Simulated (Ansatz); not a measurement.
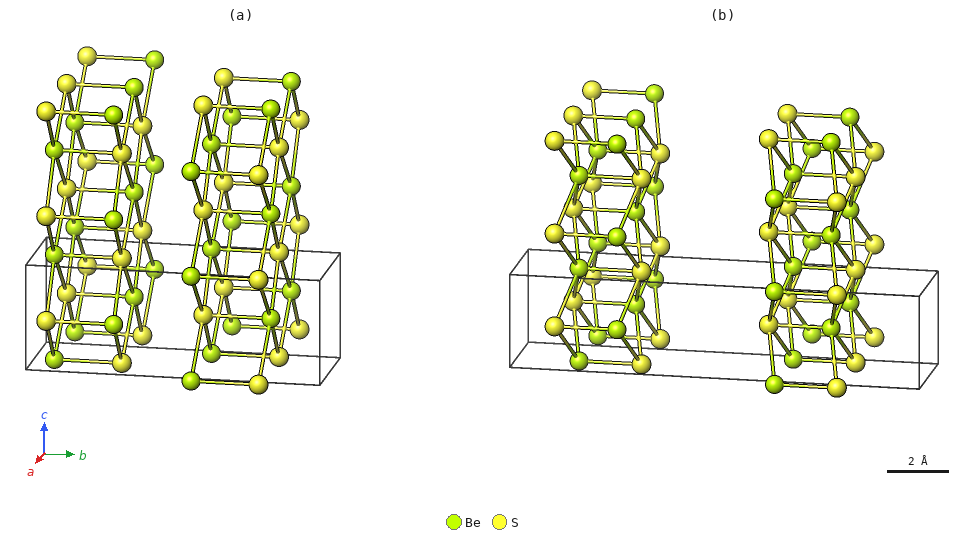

The structure of crystalline BeS (a generated structure, set up in Cmcm) (coarse preliminary run) before (left) and after (right) a relaxation, at one scale.

Style: ball-and-stick. Shown: the conventional cell (2 times the calculation's cell), repeated 2 × 1 × 3 with one cell outlined, slightly off an axis. Lengths and directions refer to the drawn axes.

These are results of DFT PBE, scalar-relativistic, plane waves, PAW in Ansatz 0.2.0, not measurements. Settings: plane-wave cutoff 420 eV; k-point mesh 6 × 6 × 6; occupations gaussian; smearing width 0.1 eV; no spin polarisation; cell and atoms relaxed; force threshold 0.04 eV/Å; at most 70 steps.

Summarise the run.

The energy falls by 409 meV per atom in 10 accepted moves (12 points after the start). The largest force component goes from 1.4 to 0.029 eV/Å. Pressure: −11.91 GPa at the start and 0.26 GPa at the end. At 2 points the geometry stayed and the basis and grid were re-selected for the new cell (energy shift of 4.0 meV per atom at most each time). The largest moves relative to the cell, 0.83 Å, are those of Be atoms. Largest moves by element: Be 0.83 Å, S 0.23 Å. Cell: a 3.467 → 3.172 Å (−8.5 %), b 9.870 → 13.759 Å (+39.4 %), c 3.581 → 3.172 Å (−11.4 %). Volume +13.0 %. Some distances before and after: Be–S 2.493 → 2.300 Å, Be–S 2.265 → 2.094 Å. Bond angles that change, for instance: Be–S–Be 176.8° → 154.4°, S–Be–S 176.8° → 154.4°, S–Be–S 88.4° → 102.8°. The space group stays Cmcm (No. 63).
